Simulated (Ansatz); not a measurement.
Input file:

```
crystal:
  lattice:
    - [1.8510921909, 1.0687285747, 9.6059089163]
    - [-1.8510921909, 1.0687285747, 9.6059089163]
    - [0.0, -2.1374571494, 9.6059089163]
  atoms:
    - { symbol: Zr, position: [0.6144489576, 0.6144489576, 0.6144489576] }
    - { symbol: Zr, position: [0.3855510424, 0.3855510424, 0.3855510424] }
    - { symbol: S, position: [0.2315987016, 0.2315987016, 0.2315987016] }
    - { symbol: S, position: [0.7684012984, 0.7684012984, 0.7684012984] }
    - { symbol: S, position: [0.0, 0.0, 0.0] }
basis:
  ecutwfc: 420
kpoints:
  mp_grid: { grid: [12, 12, 12] }
  band_path:
    path:
      - [[0.0, 0.0, 0.0], [0.5, 0.5, 0.5], [0.82508119, 0.17491881, 0.5]]
      - [[0.5, -0.17491881, 0.17491881], [0.5, 0.0, 0.0], [0.0, 0.0, 0.0], [0.3374594, -0.3374594, 0.0]]
      - [[0.6625406, 0.0, 0.3374594], [0.5, 0.0, 0.5], [0.0, 0.0, 0.0]]
    npoints: 14
hamiltonian:
  xc: pbe
scf:
  occupations: { method: gaussian, width: 0.1 }
  n_extra_bands: 12
output:
  forces: true
  stress: true
  eigenvalues: true
  populations: true
  dos: { projected: true, de: 0.02, nscf_kmesh: { grid: [15, 15, 15] } }
  bader: true
  write_density: true
  write_potential: true
  elf: true
  volumetric_format: npy
```

Command:

```sh
ansatz run input.yaml --threads 1 --pin off --max-ram 2560MiB --backend cpu --events-out ev --progress --plain --runs-dir out
```

Below, planes, directions and counts refer to the conventional cell (a = 3.70 Å, b = 3.70 Å, c = 28.82 Å, α = 90.00°, β = 90.00°, γ = 120.00°).

Space group R-3m; a structure from a database of computed crystals, not necessarily the ambient phase; a generated structure, not necessarily the stable one.

All numbers below come from DFT PBE, scalar-relativistic, plane waves, PAW (Ansatz).

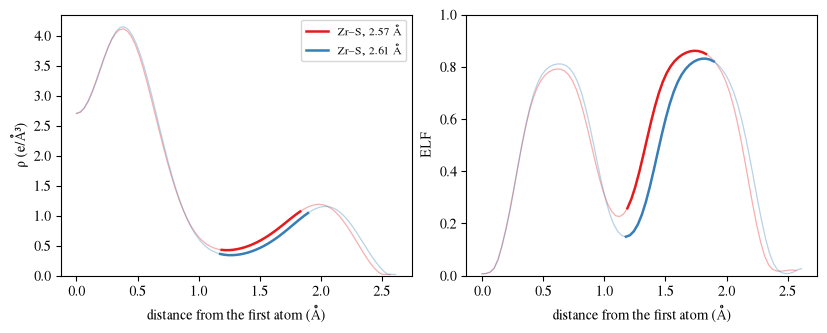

Zr2S3. Valence charge density (pseudo) and ELF along straight lines between neighbouring atoms. Thin, pale parts lie inside the atomic spheres.

In a PAW calculation such maps are meaningful between the atoms, not at the nuclei.

What can be read from the curves?

Zr–S (2.57 Å): the density is about 0.43 e/Å³ at the midpoint; the ELF peaks at about 0.85 in the valence shell of S, 0.8 Å from its nucleus, and is about 0.40 at the midpoint.
Zr–S (2.61 Å): ρ at the midpoint is about 0.34 e/Å³; the ELF peaks at about 0.85 in the valence shell of S, 0.8 Å from its nucleus, and is about 0.25 at the midpoint; no shared electron pair shows on this line.
